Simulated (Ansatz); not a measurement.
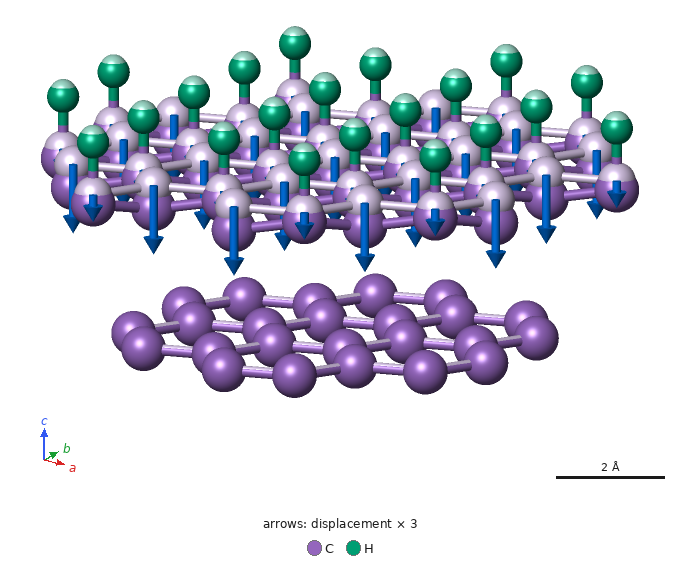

This is a constrained relaxation of a slab of composition HC$_{6}$ (cut from the P6_3/mmc phase). The starting structure is drawn faded, the final one solid; blue arrows show the displacements, magnified 3 times.

The picture is a ball-and-stick view of the atoms within 5.8 Å of the atom that moves most (axes of the 3 × 3 repeat of the cell, outlined in the plane, without the vacuum), seen slightly off an axis.

Case: H put at a top C site. The slab is the (0 0 1) face of C with H on it. 2 atoms are held fixed.

Method: DFT PBE+D3(BJ), scalar-relativistic, plane waves, PAW (Ansatz).

Input file:
```yaml
crystal:
  lattice:
    - [2.4649634496, 0.0, 0.0]
    - [-1.2324817248, 2.1347209667, 0.0]
    - [0.0, 0.0, 25.7405394514]
  atoms:
    - { symbol: C, position: [0.0, 0.0, 0.3302184157] }
    - { symbol: C, position: [0.3333333333, 0.6666666667, 0.3302184096] }
    - { symbol: C, position: [0.0, 0.0, 0.4611507784] }
    - { symbol: C, position: [0.6666666667, 0.3333333333, 0.4611507723] }
    - { symbol: C, position: [0.0, 0.0, 0.5920831411] }
    - { symbol: C, position: [0.3333333333, 0.6666666667, 0.5920831349] }
    - { symbol: H, position: [0.0, 0.0, 0.6340403038] }
basis:
  ecutwfc: 420
kpoints:
  mp_grid: { grid: [12, 12, 1] }
hamiltonian:
  xc: pbe
  dispersion: d3bj
scf:
  occupations: { method: gaussian, width: 0.1 }
output:
  forces: true
  eigenvalues: true
relax:
  adjacent_minimum: "off"
  f_tol: 0.03
  max_steps: 70
  constraints: [{ sites: [0, 1] }]
efield:
  axis: 3
  dipole_correction: true
```

Atoms of which element are displaced furthest, and by how much?

Carbon: up to 0.44 Å, against 0.08 Å for hydrogen.

Describe the change and its energy.

The largest move is that of C6, 0.44 Å along the normal (−c). Largest moves by element: C 0.44 Å, H 0.08 Å. The cell doesn't change. Some distances before and after: C5–H7 1.080 → 1.173 Å, C5–C6 1.423 → 1.448 Å. Among the angles between lasting bonds that change: C6–C5–H7 90.0° → 100.6°, C6–C5–C6 120.0° → 116.7°. The energy falls by 0.589 eV per cell of the calculation in 6 accepted moves (8 points after the start). The largest force component goes from 3.1 to 0.018 eV/Å. The line search rejected the trial step at point 2 of the run. 1 step only repeated the SCF at the same geometry. The run took about 50 core-seconds on a shared host.

Limits of the set-up: the periodic images lie only 2.5 Å apart, so the values are limited by the cell's size.
